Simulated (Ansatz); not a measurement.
Sr

```
CELL_PARAMETERS angstrom
4.85000 0.00000 0.00000
0.00000 4.85000 0.00000
0.00000 0.00000 4.99550
ATOMIC_POSITIONS crystal
Sr 0.00000 0.00000 0.00000
Sr 0.50000 0.50000 0.50000
```

Space group I4/mmm; changed on purpose from its base cell (strain +0.000 along x and y, +0.030 along z, atoms carried along).

These are results of Ansatz 0.2.0, DFT PBEsol, scalar-relativistic, plane waves, PAW, not measurements.

Q: What can the converged valence pseudo-density and electron localisation function tell about the bonding?

A: Sr–Sr (4.24 Å): the density is about 0.04 e/Å³ at the midpoint; the ELF is about 0.25 at the midpoint (no shared electron pair shows on this line).

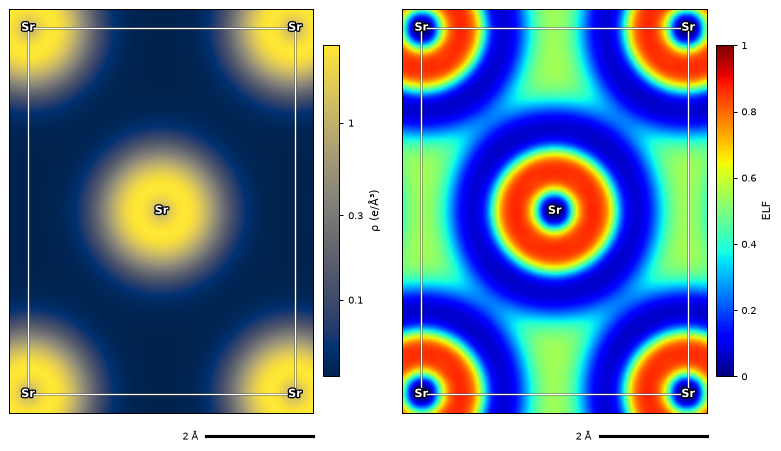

Computed valence pseudo-density and electron localisation function on the (110) plane of the conventional cell, in this order. 
